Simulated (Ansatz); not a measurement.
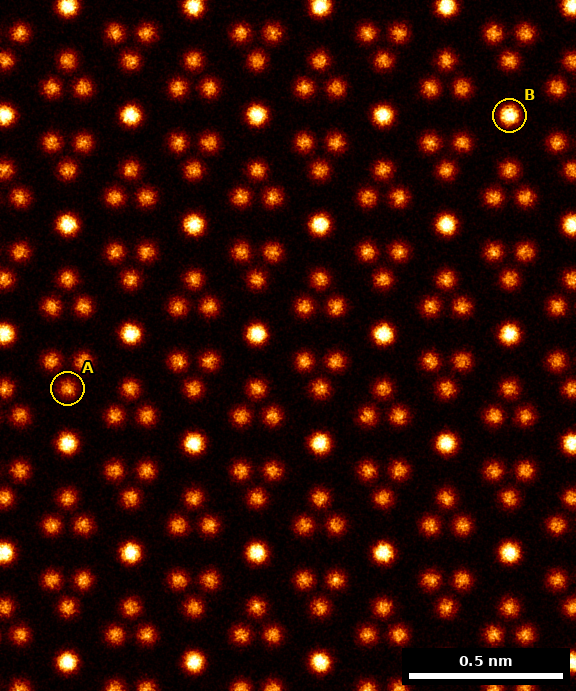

HAADF-like image of Mo (Pm-3n, No. 223) along [111]. Simulation: incoherent imaging, intensity Z^1.7 per atom, probe width 0.50 Å, thin sample. Shot noise was added. Model: a calculation's starting geometry; the starting structure was generated, so it need not be a known form of this composition.

```
Mo
1.0
     5.05883    0.00000    0.00000
     0.00000    5.05883    0.00000
     0.00000    0.00000    5.05883
Mo
8
Direct
  0.00000 0.00000 0.00000
  0.50000 0.50000 0.50000
  0.25000 0.00000 0.50000
  0.75000 0.00000 0.50000
  0.50000 0.25000 0.00000
  0.50000 0.75000 0.00000
  0.00000 0.50000 0.25000
  0.00000 0.50000 0.75000
```

### Which atoms make up the marked columns?

A: Mo (1 Mo per 8.76 Å along the beam; about 50 % of the brightest peak). B: Mo (2 Mo per 8.76 Å along the beam; the brightest kind). Brightness is counted from the darkest point of the image.
